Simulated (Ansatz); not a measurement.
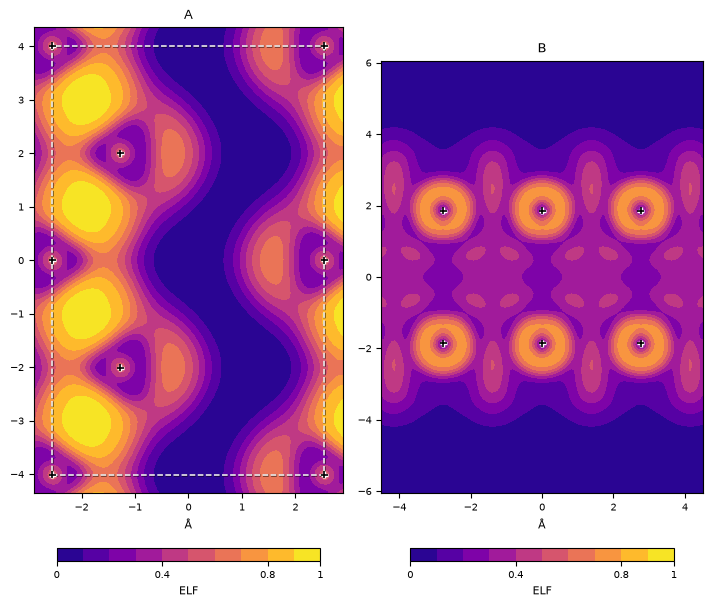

The ELF of 2 systems, each on a plane through atoms (crosses mark nuclei in the plane).

All numbers below come from DFT PBE, scalar-relativistic, plane waves, PAW (Ansatz).

System 1: Re (slab), the (100) plane of the calculation cell, a cut from vacuum to vacuum. Computed without spin polarisation.

```xyz
3
Lattice="2.7686 0.0000 0.0000 0.0000 2.7686 0.0000 0.0000 0.0000 19.2239" Properties=species:S:1:pos:R:3 pbc="T T T"
Re    1.3843    1.3843    3.9999
Re    0.0000    0.0000    5.8618
Re    1.3843    1.3843    7.7240
```

System 2: Si, the (011̄) plane of the conventional cell. Space group Fddd; changed on purpose from its base cell (strain +e along x and -e along y -0.0550, strain +e along z and -e/2 along x and y -0.0700).

**Which map belongs to which system?**

Panel A is system 2, Si: the plane holds Si. Si–Si (2.37 Å): the ELF peaks at about 0.95 between the atoms. Panel B is system 1, Re: the plane holds Re. Re–Re (2.77 Å): the ELF is about 0.40 at the midpoint.
